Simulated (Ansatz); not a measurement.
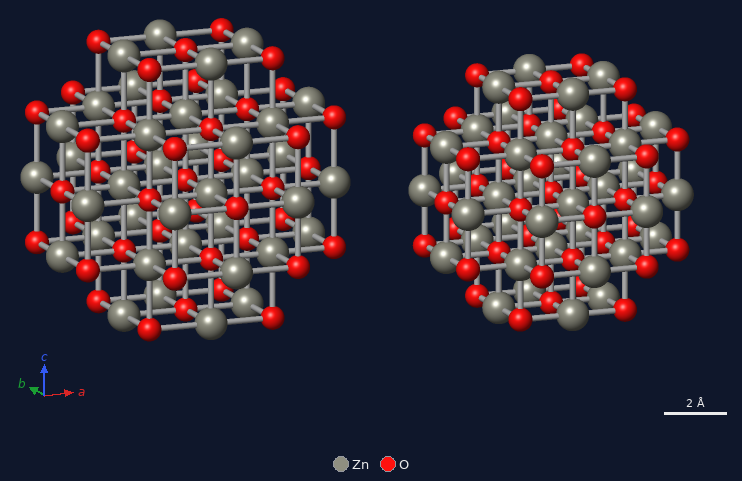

Two geometries of solid ZnO (built on the rocksalt type), drawn at one scale. One is the start of a relaxation, the other its converged end. Style: ball-and-stick. Shown: the conventional cell (4 times the calculation's cell), slightly off an axis. Lengths and directions refer to the drawn axes.

Computed with DFT, PBE, plane waves, PAW in Ansatz 0.2.0. (plane-wave cutoff 420 eV; k-point mesh 10 × 10 × 10; occupations fermi dirac; smearing width 0.02 eV; no spin polarisation; cell and atoms relaxed; force threshold 0.005 eV/Å)

Which geometry has the lower energy?

The left one is the relaxed one. No atom moves by more than 0.005 Å relative to the cell. Cell: a = b = c 3.678 → 4.330 Å (+17.7 %). Volume +63.1 %. Near-neighbour distances that change, for instance: O–Zn 1.839 → 2.165 Å. The space group stays Fm-3m (No. 225). Over 8 accepted moves (10 points after the start) the energy falls by 3.810 eV per cell of the calculation. All forces vanish by symmetry, so only the cell relaxes. The pressure goes from 243.28 to −0.02 GPa. The SCF was repeated twice at an unchanged geometry on a basis and grid sized afresh for the cell, which shifted the energy by 0.287 eV per cell of the calculation at most.
